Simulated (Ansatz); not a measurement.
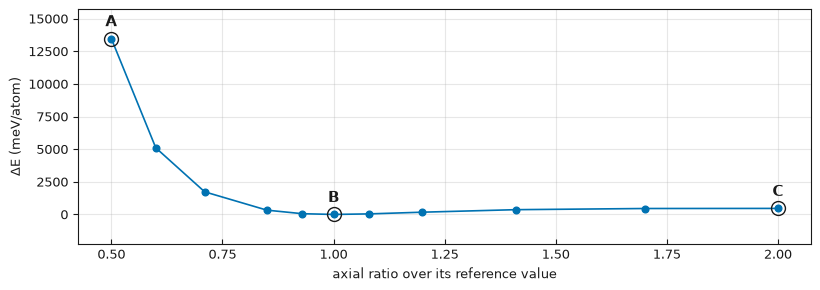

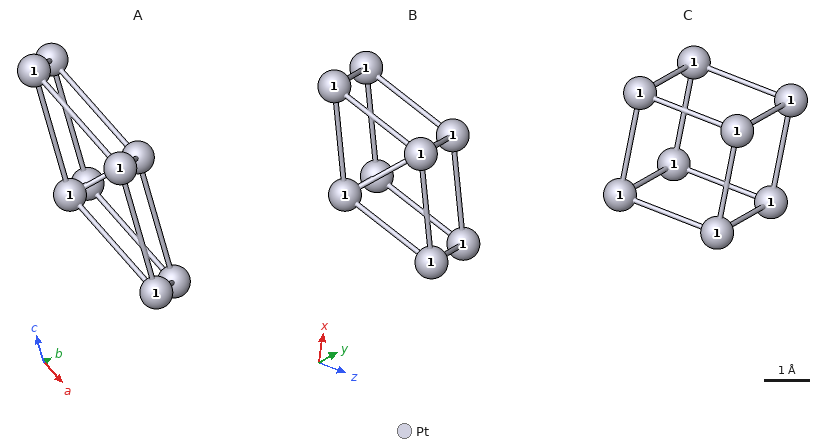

A scan of crystalline Pt (Im-3m): the ratio of the cell's length along [111] to its lengths across, counted as 1 for the reference, is changed at fixed volume (a trigonal path), with the atoms kept at their fractional coordinates. x, y and z are the Cartesian axes of the input. The lettered frames are marked on the plot. The picture is a ball-and-stick view of the cell of the calculation, seen slightly off an axis.

Level of theory: Ansatz 0.2.0, DFT r2SCAN, scalar-relativistic, plane waves, PAW. Settings: plane-wave cutoff 500 eV; k-point mesh 24 × 24 × 24; occupations gaussian; smearing width 0.15 eV; no spin polarisation. Energies (free energies at the smearing named) are counted from the cell as listed in its source, which wasn't relaxed.

Q: What does the scan show?

A: Of the computed points the lowest is at the relative ratio 1.00, 0 meV/atom. The end points stand at 13474 meV/atom (0.50) and 462 meV/atom (2.00). The unrelaxed reference is under a pressure of −6.5 GPa. The distortion takes the space group from Im-3m to R-3m, except for Pm-3m at 2.00. At the relative ratio 2.00 the cell of the drawing goes a 2.744 → 2.515 Å, b 2.744 → 2.515 Å, c 2.744 → 2.515 Å, α 109.5° → 90.0°, β 109.5° → 90.0°, γ 109.5° → 90.0°.
